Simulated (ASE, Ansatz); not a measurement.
**random cubic perovskite alloy of BaHfO3 and BaTiO3 (135 atoms): close-ups with forces and charges**

The cell holds 135 atoms: 27 Ba, 18 Hf, 81 O and 9 Ti. Cell: a = 12.340 Å, b = 12.340 Å, c = 12.340 Å, α = 90.0°, β = 90.0°, γ = 90.0°. It derives from BaHfO3 (cubic perovskite) and BaTiO3, repeated 3×3×3. Cubic perovskite BaHfO3, 3 x 3 x 3 conventional cells, 9 of 27 Hf sites given to Ti at random (x = 0.333), lattice by Vegard's rule (cell 4.113, 4.113, 4.113, 90, 90, 90); not relaxed, displaced by a Gaussian of 0.02 Å.

Method: Kohn-Sham DFT, RPBE, PAW (set soft_2), plane waves (Ansatz 0.2.0; cutoff 420 eV, Γ point, fixed occupations), at the geometry as built.

The whole cell was solved; only parts of it are printed.

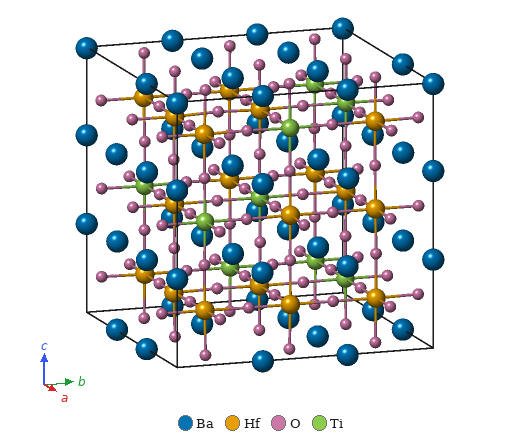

The whole cell (barium blue, hafnium orange, oxygen pink, titanium green). Some periodic images of atoms are drawn too.

A closer look about O68, which bears the longest force: 46 atoms, nearest first, numbered in the order of the input, with positions taken from that point.

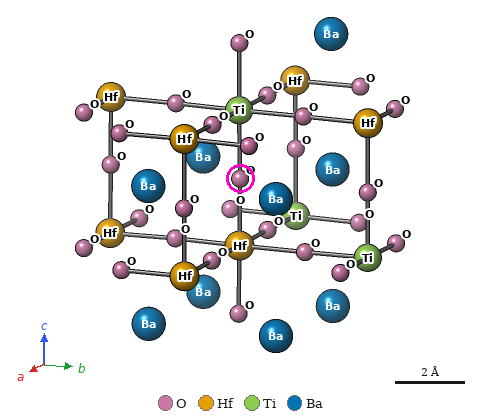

The atoms of the table, within 5.0 Å (arrows a, b, c point along x, y, z); some may hide others; the central atom is ringed.

| atom | x | y | z | distance (Å) | bonds | Löwdin charge (e) | Fx | Fy | Fz (eV/Å) |
| --- | --- | --- | --- | --- | --- | --- | --- | --- | --- |
| O68 | 0.00 | 0.00 | 0.00 | 0.00 | 6 | -0.88 | 0.09 | -0.02 | 2.54 |
| Hf62 | -0.03 | -0.03 | -2.03 | 2.03 | 6 | 1.14 | 0.69 | 0.46 | -0.36 |
| Ti67 | 0.01 | -0.03 | 2.08 | 2.08 | 6 | 1.30 | -0.19 | 0.07 | -0.17 |
| O64 | -2.05 | -0.01 | -2.00 | 2.86 | 6 | -0.88 | -2.06 | -0.07 | -0.13 |
| O109 | 2.04 | -0.02 | -2.02 | 2.88 | 6 | -0.88 | 0.35 | 0.16 | -0.02 |
| O65 | 0.01 | -2.07 | -2.00 | 2.88 | 6 | -0.87 | -0.09 | -0.38 | 0.00 |
| O80 | 0.00 | 2.08 | -2.02 | 2.90 | 6 | -0.89 | 0.03 | 1.32 | -0.11 |
| Ba111 | 2.07 | -2.04 | 0.04 | 2.91 | 12 | 1.81 | -0.07 | -0.03 | -0.16 |
| O69 | -2.05 | -0.02 | 2.07 | 2.91 | 6 | -0.89 | 1.48 | 0.02 | 0.03 |
| O114 | 2.04 | 0.00 | 2.09 | 2.92 | 6 | -0.88 | -1.35 | -0.18 | 0.03 |
| Ba81 | -2.07 | 2.07 | 0.02 | 2.92 | 12 | 1.79 | 0.15 | -0.05 | -0.35 |
| O85 | 0.03 | 2.04 | 2.09 | 2.92 | 6 | -0.89 | -0.03 | -1.07 | 0.01 |
| Ba66 | -2.06 | -2.08 | 0.02 | 2.92 | 12 | 1.80 | -0.07 | 0.10 | 0.02 |
| Ba126 | 2.08 | 2.05 | 0.04 | 2.93 | 12 | 1.81 | -0.37 | -0.13 | -0.40 |
| O70 | -0.02 | -2.06 | 2.08 | 2.93 | 6 | -0.88 | 0.16 | 1.70 | 0.02 |
| O63 | 0.02 | -0.04 | -4.08 | 4.08 | 6 | -0.88 | -0.11 | 0.17 | -0.33 |
| O73 | 0.00 | -0.03 | 4.10 | 4.10 | 6 | -0.88 | 0.08 | 0.01 | -1.60 |
| O83 | 0.02 | 4.10 | -0.01 | 4.10 | 6 | -0.86 | 0.10 | 0.08 | -0.33 |
| O23 | -4.11 | 0.00 | 0.00 | 4.11 | 6 | -0.88 | -0.06 | -0.08 | -1.13 |
| O113 | 4.11 | -0.01 | 0.01 | 4.11 | 6 | -0.88 | 0.10 | 0.07 | 0.81 |
| O53 | 0.01 | -4.14 | 0.03 | 4.14 | 6 | -0.87 | -0.07 | 0.02 | 0.09 |
| Ti77 | 0.01 | 4.10 | -1.99 | 4.55 | 6 | 1.28 | -0.08 | -0.36 | -0.05 |
| Ti17 | -4.10 | 0.01 | -2.03 | 4.58 | 6 | 1.29 | -0.34 | 0.29 | -0.43 |
| Hf107 | 4.11 | 0.00 | -2.04 | 4.59 | 6 | 1.15 | -0.10 | 0.01 | -0.20 |
| Hf22 | -4.11 | -0.02 | 2.06 | 4.60 | 6 | 1.16 | 0.16 | 0.03 | 0.12 |
| Hf82 | 0.04 | 4.12 | 2.09 | 4.62 | 6 | 1.17 | -0.67 | -0.48 | -0.23 |
| Hf52 | 0.01 | -4.13 | 2.08 | 4.62 | 6 | 1.15 | -0.25 | 0.85 | -0.22 |
| Hf112 | 4.11 | 0.00 | 2.12 | 4.63 | 6 | 1.15 | -0.08 | -0.29 | -0.91 |
| Hf47 | 0.01 | -4.16 | -2.04 | 4.63 | 6 | 1.16 | 0.23 | 0.45 | 0.05 |
| O84 | -2.05 | 4.07 | 2.05 | 5.00 | 6 | -0.88 | 0.76 | 0.23 | 0.07 |
| O35 | -4.09 | 2.04 | -2.04 | 5.00 | 6 | -0.90 | -0.06 | -0.01 | 0.14 |
| O79 | -2.02 | 4.12 | -2.00 | 5.01 | 6 | -0.92 | -0.30 | 0.05 | -0.11 |
| O124 | 2.06 | 4.11 | -2.00 | 5.01 | 6 | -0.89 | -1.31 | -0.04 | -0.12 |
| Ba61 | -2.06 | -2.07 | -4.07 | 5.01 | 12 | 1.81 | -0.07 | 0.09 | -0.10 |
| Ba121 | 2.06 | 2.05 | -4.10 | 5.03 | 12 | 1.80 | -0.33 | 0.04 | 0.08 |
| O110 | 4.13 | -2.01 | -2.04 | 5.03 | 6 | -0.87 | 0.05 | -1.41 | 0.22 |
| O130 | 4.08 | 2.06 | 2.09 | 5.03 | 6 | -0.87 | 0.19 | -0.61 | 0.07 |
| O94 | 2.07 | -4.11 | -2.03 | 5.03 | 6 | -0.87 | 0.03 | -0.06 | 0.09 |
| Ba86 | -2.05 | 2.03 | 4.12 | 5.03 | 12 | 1.80 | 0.06 | 0.21 | 0.18 |
| Ba76 | -2.04 | 2.09 | -4.10 | 5.03 | 12 | 1.79 | -0.06 | 0.15 | 0.19 |
| O20 | -4.10 | -2.10 | -2.03 | 5.04 | 6 | -0.89 | 0.11 | 2.20 | 0.02 |
| Ba106 | 2.04 | -2.04 | -4.13 | 5.04 | 12 | 1.81 | 0.26 | 0.04 | 0.26 |
| O49 | -2.05 | -4.13 | -2.04 | 5.04 | 6 | -0.88 | 0.14 | -0.15 | 0.05 |
| O99 | 2.08 | -4.10 | 2.07 | 5.04 | 6 | -0.87 | 1.20 | -0.04 | 0.26 |
| O115 | 4.09 | -2.09 | 2.08 | 5.04 | 6 | -0.88 | -0.02 | -1.01 | 0.18 |
| O40 | -4.11 | 2.07 | 2.08 | 5.05 | 6 | -0.87 | -0.14 | -0.92 | 0.03 |

The column of bonds counts only the pairs O-Ba within 3.33 Å, O-Hf within 2.52 Å, O-Ti within 2.52 Å; other neighbours, such as metal atoms beside each other in a compound, aren't counted, and periodic images can show an atom twice.

The surroundings of Ti32, one of the 9 Ti atoms, nearest first, numbered as they follow in the input and with coordinates relative to it.

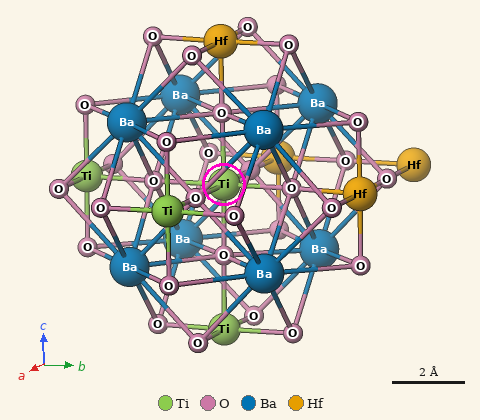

The atoms of the table, within 5.8 Å (arrows a, b, c point along x, y, z); some may hide others; the central atom is ringed.

| atom | x | y | z | distance (Å) | bonds | Löwdin charge (e) | Fx | Fy | Fz (eV/Å) |
| --- | --- | --- | --- | --- | --- | --- | --- | --- | --- |
| Ti32 | 0.00 | 0.00 | 0.00 | 0.00 | 6 | 1.29 | 0.04 | 0.04 | -0.18 |
| O33 | 0.01 | -0.04 | -2.03 | 2.03 | 6 | -0.91 | 0.10 | 0.12 | 0.04 |
| O5 | 0.00 | 2.03 | 0.02 | 2.03 | 6 | -0.88 | 0.13 | -2.08 | -0.06 |
| O38 | -0.01 | -0.03 | 2.04 | 2.04 | 6 | -0.88 | 0.11 | 0.01 | -1.70 |
| O34 | -2.04 | -0.03 | 0.01 | 2.04 | 6 | -0.86 | 2.19 | 0.04 | -0.13 |
| O35 | 0.05 | -2.10 | -0.01 | 2.10 | 6 | -0.90 | -0.06 | -0.01 | 0.14 |
| O79 | 2.12 | -0.01 | 0.03 | 2.12 | 6 | -0.92 | -0.30 | 0.05 | -0.11 |
| Ba6 | -2.04 | 2.03 | 2.05 | 3.53 | 12 | 1.80 | 0.13 | 0.15 | 0.37 |
| Ba1 | -2.01 | 2.02 | -2.11 | 3.55 | 12 | 1.81 | 0.16 | -0.17 | 0.17 |
| Ba46 | 2.12 | 2.03 | -2.01 | 3.55 | 12 | 1.79 | -0.14 | -0.42 | -0.26 |
| Ba36 | -2.03 | -2.10 | 2.05 | 3.57 | 12 | 1.81 | 0.20 | 0.19 | -0.34 |
| Ba81 | 2.08 | -2.07 | 2.05 | 3.57 | 12 | 1.79 | 0.15 | -0.05 | -0.35 |
| Ba31 | -2.03 | -2.09 | -2.08 | 3.59 | 12 | 1.80 | 0.33 | -0.01 | 0.17 |
| Ba51 | 2.08 | 2.06 | 2.09 | 3.59 | 12 | 1.80 | -0.15 | -0.21 | -0.38 |
| Ba76 | 2.10 | -2.04 | -2.07 | 3.59 | 12 | 1.79 | -0.06 | 0.15 | 0.19 |
| Hf122 | -4.07 | -0.01 | -0.01 | 4.07 | 6 | 1.15 | -0.51 | -0.42 | 0.24 |
| Hf37 | 0.03 | -0.02 | 4.09 | 4.09 | 6 | 1.14 | -0.14 | 0.27 | 0.28 |
| Hf2 | 0.02 | 4.10 | -0.02 | 4.10 | 6 | 1.14 | 0.22 | -0.24 | 0.02 |
| Ti17 | 0.04 | -4.12 | 0.00 | 4.12 | 6 | 1.29 | -0.34 | 0.29 | -0.43 |
| Ti42 | 0.04 | -0.05 | -4.13 | 4.13 | 6 | 1.29 | -0.19 | 0.01 | -0.36 |
| Ti77 | 4.15 | -0.03 | 0.04 | 4.15 | 6 | 1.28 | -0.08 | -0.36 | -0.05 |
| O128 | -4.04 | -0.02 | 2.06 | 4.54 | 6 | -0.89 | -0.17 | -0.09 | 0.00 |
| O125 | -4.05 | -2.08 | 0.00 | 4.55 | 6 | -0.88 | -0.05 | 0.19 | -0.04 |
| O8 | 0.03 | 4.09 | 2.04 | 4.57 | 6 | -0.89 | 0.18 | -0.07 | 2.04 |
| O4 | -2.01 | 4.10 | 0.03 | 4.57 | 6 | -0.86 | -0.55 | -0.07 | 0.01 |
| O95 | -4.10 | 2.03 | 0.01 | 4.57 | 6 | -0.86 | 0.10 | 0.44 | -0.09 |
| O3 | 0.01 | 4.08 | -2.06 | 4.57 | 6 | -0.87 | 0.00 | -0.11 | -0.14 |
| O39 | -2.02 | -0.03 | 4.10 | 4.58 | 6 | -0.87 | -0.01 | -0.13 | 0.14 |
| O45 | 0.04 | -2.04 | -4.10 | 4.58 | 6 | -0.87 | -0.08 | 1.28 | -0.04 |
| O84 | 2.09 | -0.06 | 4.08 | 4.58 | 6 | -0.88 | 0.76 | 0.23 | 0.07 |
| O15 | 0.01 | 2.01 | -4.12 | 4.59 | 6 | -0.88 | 0.09 | -1.67 | 0.06 |
| O49 | 2.09 | 4.08 | -0.02 | 4.59 | 6 | -0.88 | 0.14 | -0.15 | 0.05 |
| O10 | 0.02 | 2.03 | 4.12 | 4.59 | 6 | -0.89 | 0.21 | 1.66 | -0.06 |
| O40 | 0.03 | -2.06 | 4.10 | 4.59 | 6 | -0.87 | -0.14 | -0.92 | 0.03 |
| O19 | -1.98 | -4.14 | -0.05 | 4.59 | 6 | -0.89 | 1.31 | 0.08 | 0.26 |
| O123 | -4.10 | -0.03 | -2.08 | 4.60 | 6 | -0.87 | 0.05 | -0.01 | 0.28 |
| O44 | -2.02 | 0.02 | -4.13 | 4.60 | 6 | -0.90 | 1.50 | -0.30 | 0.04 |
| O23 | 0.03 | -4.13 | 2.03 | 4.61 | 6 | -0.88 | -0.06 | -0.08 | -1.13 |
| O18 | 0.03 | -4.14 | -2.04 | 4.61 | 6 | -0.89 | 0.19 | -0.07 | 1.22 |
| O50 | 4.17 | 1.99 | 0.03 | 4.62 | 6 | -0.88 | -0.03 | -0.95 | -0.19 |
| O80 | 4.14 | -2.05 | 0.01 | 4.62 | 6 | -0.89 | 0.03 | 1.32 | -0.11 |
| O83 | 4.17 | -0.03 | 2.02 | 4.63 | 6 | -0.86 | 0.10 | 0.08 | -0.33 |
| O89 | 2.11 | -0.01 | -4.12 | 4.63 | 6 | -0.90 | -0.10 | 0.03 | 0.04 |
| O64 | 2.09 | -4.14 | 0.03 | 4.64 | 6 | -0.88 | -2.06 | -0.07 | -0.13 |
| O78 | 4.18 | -0.01 | -2.08 | 4.67 | 6 | -0.93 | -0.03 | 0.13 | -0.37 |
| Hf92 | -4.06 | 4.08 | 0.02 | 5.76 | 6 | 1.18 | -0.37 | 0.58 | -0.44 |

The column of bonds counts only the pairs O-Ba within 3.33 Å, O-Hf within 2.52 Å, O-Ti within 2.52 Å; other neighbours, such as metal atoms beside each other in a compound, aren't counted, and periodic images can show an atom twice.

[end of part 1 of 2]

[Hosts, paths, dates, database ids (printed as entryN), source tags and the programs' standing remarks are cut or masked in the printed files.]
